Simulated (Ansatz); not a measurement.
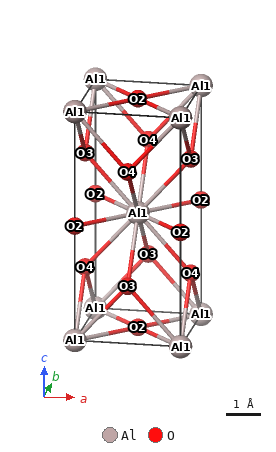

Starting structure of a crystal of AlO₃ (built on the TiAl3 (D0_22)_139 type) (coarse preliminary run). A ball-and-stick model of the conventional cell (2 times the calculation's cell), seen from a free direction. Lengths and directions refer to the drawn axes.

Case: TiAl3 (D0_22) type (I4/mmm, No. 139).

The calculation used DFT r2SCAN, scalar-relativistic, plane waves, PAW (Ansatz 0.2.0).

Input file:
```yaml
crystal:
  lattice:
    - [-1.6178156709, 1.6178156709, 3.613822018]
    - [1.6178156709, -1.6178156709, 3.613822018]
    - [1.6178156709, 1.6178156709, -3.613822018]
  atoms:
    - { symbol: Al, position: [0.0, 0.0, 0.0] }
    - { symbol: O, position: [0.5, 0.5, 0.0], spin: 0.89 }
    - { symbol: O, position: [0.25, 0.75, 0.5], spin: 1.25 }
    - { symbol: O, position: [0.75, 0.25, 0.5], spin: 1.25 }
basis:
  ecutwfc: 500
kpoints:
  mp_grid: { grid: [8, 8, 8] }
hamiltonian:
  xc: r2scan
scf:
  occupations: { method: gaussian, width: 0.1 }
  lower_state_search: "off"
output:
  forces: true
  stress: true
  eigenvalues: true
  populations: true
magnetization:
  spin_polarized: true
relax:
  adjacent_minimum: "off"
  f_tol: 0.04
  max_steps: 70
  cell: { stress_tol: 0.4 }
```

Launched with:
```bash
ansatz run input.yaml --threads 1 --pin off --max-ram 2560MiB --backend cpu --events-out ev --progress --plain --runs-dir out
```

What does the optimiser find from here?

Over 12 accepted moves (14 points after the start) the energy falls by 2.349 eV per cell of the calculation. All forces vanish by symmetry, so only the cell relaxes. Pressure: −19.70 GPa at the start and 0.01 GPa at the end. The SCF was repeated twice at an unchanged geometry on a basis and grid sized afresh for the cell, which shifted the energy by 28.6 meV per cell of the calculation at most. No atom moves by more than 0.005 Å relative to the cell. Cell: a = b 3.236 → 2.679 Å (−17.2 %), c 7.228 → 8.965 Å (+24.0 %). Volume −15.0 %. Near-neighbour distances that change, for instance: Al1–O2 2.288 → 1.894 Å, Al1–O3 2.425 → 2.611 Å. The space group stays I4/mmm (No. 139). The program noted that the starting moments weren't kept. Cost: 2.1 min on 1 thread of Intel(R) Xeon(R) 6975P-C (Granite Rapids), on a shared host, peak memory 0.63 GiB.

Final geometry:

```
CELL_PARAMETERS angstrom
-1.33949 1.33949 4.48255
1.33949 -1.33949 4.48255
1.33949 1.33949 -4.48255
ATOMIC_POSITIONS crystal
Al 0.00000 0.00000 0.00000
O 0.50000 0.50000 0.00000
O 0.25000 0.75000 0.50000
O 0.75000 0.25000 0.50000
```

The end point in the same view:

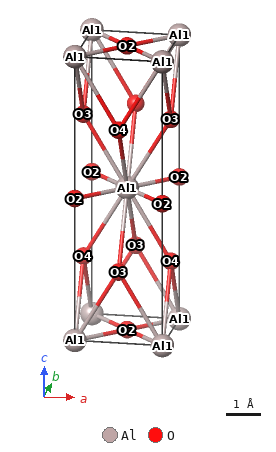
